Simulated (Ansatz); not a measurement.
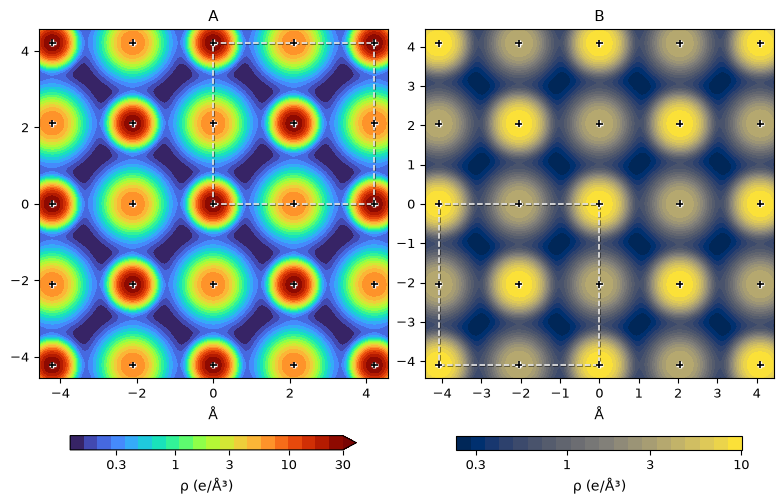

The valence charge density (pseudo) of 2 systems, each on a plane through atoms (crosses mark nuclei in the plane).

Computed with Ansatz, DFT PBEsol, scalar-relativistic, plane waves, PAW.

System 1: TiN, the (010) plane of the conventional cell. Space group Fm-3m; a structure from a database of computed crystals, not necessarily the ambient phase; computed pressure about 30 GPa in this cell; computed without spin polarisation.

```yaml
crystal:
  lattice:
    - [4.08821, 0.00000, 0.00000]
    - [0.00000, 4.08821, 0.00000]
    - [0.00000, 0.00000, 4.08821]
  atoms:
    - { symbol: Ti, position: [0.00000, 0.00000, 0.00000] }
    - { symbol: Ti, position: [0.50000, 0.50000, 0.00000] }
    - { symbol: Ti, position: [0.50000, 0.00000, 0.50000] }
    - { symbol: Ti, position: [0.00000, 0.50000, 0.50000] }
    - { symbol: N, position: [0.50000, 0.00000, 0.00000] }
    - { symbol: N, position: [0.00000, 0.50000, 0.00000] }
    - { symbol: N, position: [0.00000, 0.00000, 0.50000] }
    - { symbol: N, position: [0.50000, 0.50000, 0.50000] }
```

System 2: MgO, the (100) plane of the conventional cell. Space group Fm-3m.

```
Mg O
1.0
     4.21421    0.00000    0.00000
     0.00000    4.21421    0.00000
     0.00000    0.00000    4.21421
Mg O
4 4
Direct
  0.00000 0.00000 0.00000
  0.50000 0.50000 0.00000
  0.50000 0.00000 0.50000
  0.00000 0.50000 0.50000
  0.50000 0.00000 0.00000
  0.00000 0.50000 0.00000
  0.00000 0.00000 0.50000
  0.50000 0.50000 0.50000
```

Which map belongs to which system?

Panel A is system 2, MgO: the plane holds Mg and O. Mg–O (2.11 Å): the density is about 0.34 e/Å³ at the midpoint. Panel B is system 1, TiN: the plane holds Ti and N. Ti–N (2.04 Å): ρ is about 0.6 e/Å³ halfway.
